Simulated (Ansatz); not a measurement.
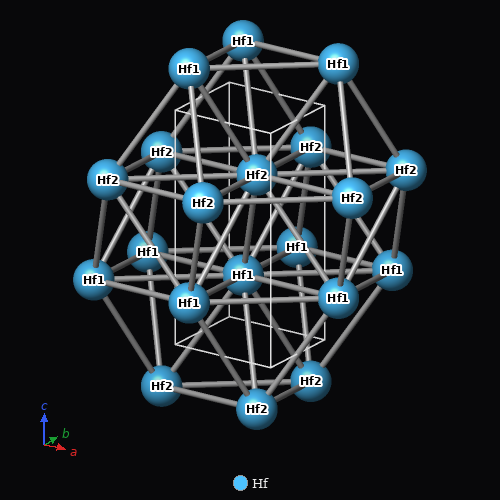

The system is Hf (P6_3/mmc, No. 194; 2 atoms in the cell); the picture shows the reference structure. The energy is mapped over the lattice constants a and c of the conventional cell. The first coordinate is: lattice constant a (and b); the second: lattice constant c. Nothing is relaxed (symmetry fixes all fractional coordinates). Grid: 5 × 5 points. Energies are in meV/atom, from the lowest grid point. Computed with DFT PBE, scalar-relativistic, plane waves, PAW in Ansatz 0.2.0. Settings: cutoff 420 eV, k-mesh 18×18×10 in the order of the run's cell vectors, gaussian smearing 0.15 eV, no spin polarisation.

Its coordinates:

```
CELL_PARAMETERS angstrom
3.20482 0.00000 0.00000
-1.60241 2.77545 0.00000
0.00000 0.00000 5.06769
ATOMIC_POSITIONS crystal
Hf 0.33333 0.66667 0.25000
Hf 0.66667 0.33333 0.75000
```

Range: lattice constant a (and b) from 2.981 to 3.429 Å; lattice constant c from 4.662 to 5.473 Å.

Predict the map.

The lowest grid point is at lattice constant a (and b) = 3.205 Å, lattice constant c = 5.068 Å. No other kind of well shows on this grid. The highest grid point, lattice constant a (and b) = 2.981 Å, lattice constant c = 4.662 Å, lies 440 meV/atom above the lowest. Round the minimum the valley is somewhat tilted: raising lattice constant a (and b) shifts the best value of lattice constant c downwards (coupling k₁₂/√(k₁₁k₂₂) about 0.4).

| lattice constant c ↓, lattice constant a (and b) → | 2.981 | 3.093 | 3.205 | 3.317 | 3.429 |
| --- | --- | --- | --- | --- | --- |
| 5.473 | 154 | 70 | 76 | 160 | 307 |
| 5.270 | 156 | 39 | 20 | 84 | 213 |
| 5.068 | 197 | 46 | 0 | 40 | 149 |
| 4.865 | 286 | 100 | 24 | 37 | 121 |
| 4.662 | 440 | 214 | 102 | 83 | 136 |

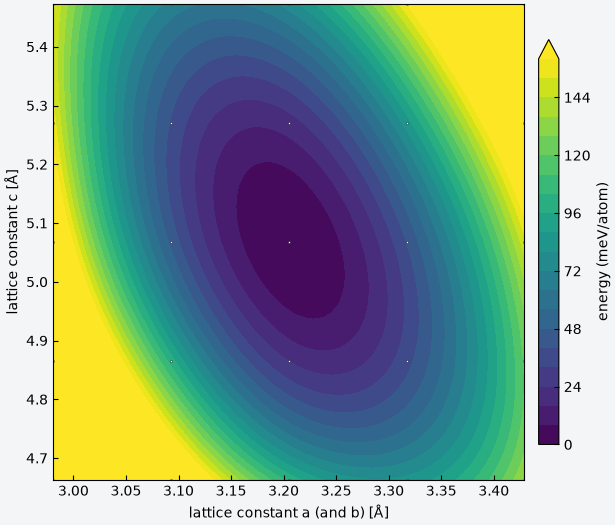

Drawn: filled contours, dots at the grid points, one colour for all values above the top of the scale. Between grid points the surface is interpolated.

Each point was launched as `ansatz run input.yaml --threads 1 --pin off --max-ram 2048MiB --backend cpu --events-out ev --progress --plain --runs-dir out`. The whole map (25 points run) took 3.1 min on 1 thread of Intel(R) Xeon(R) 6975P-C (Granite Rapids), with other jobs on the host.
